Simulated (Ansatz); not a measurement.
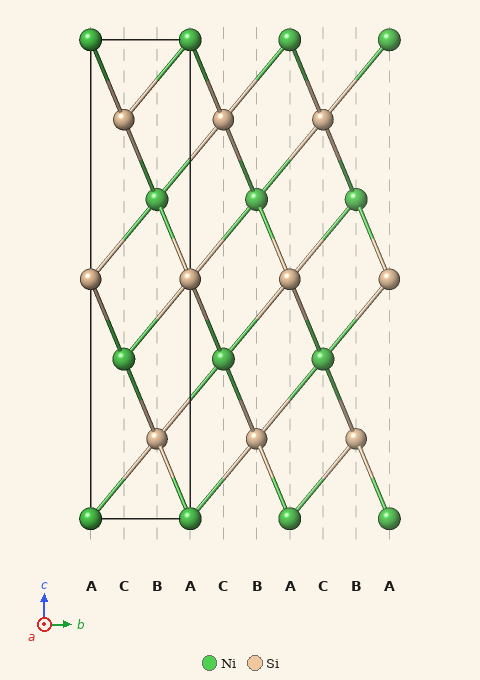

The picture looks along a close-packed row of the hexagonal mesh; c points upwards. The dashed lines mark the three columns A (0, 0), B (1/3, 2/3) and C (2/3, 1/3). The sequence starts with the first layer at or above the cell's origin.

SiNi. Coordinates: coordinates from a relaxation with DFT PBE, scalar-relativistic, plane waves, PAW (Ansatz); the starting structure was generated, so it need not be a known form of this composition.

List the layers of one repeat.

Ni(A) – Si(B) – Ni(C) – Si(A) – Ni(B) – Si(C) (six layers in 11.16 Å).

How are the Si layers alone stacked?

Si layers alone: BAC, the cubic type.

Which positions between or in the Si layers do the other atoms fill?

Ni: three octahedral sites in each hexagonal cell.
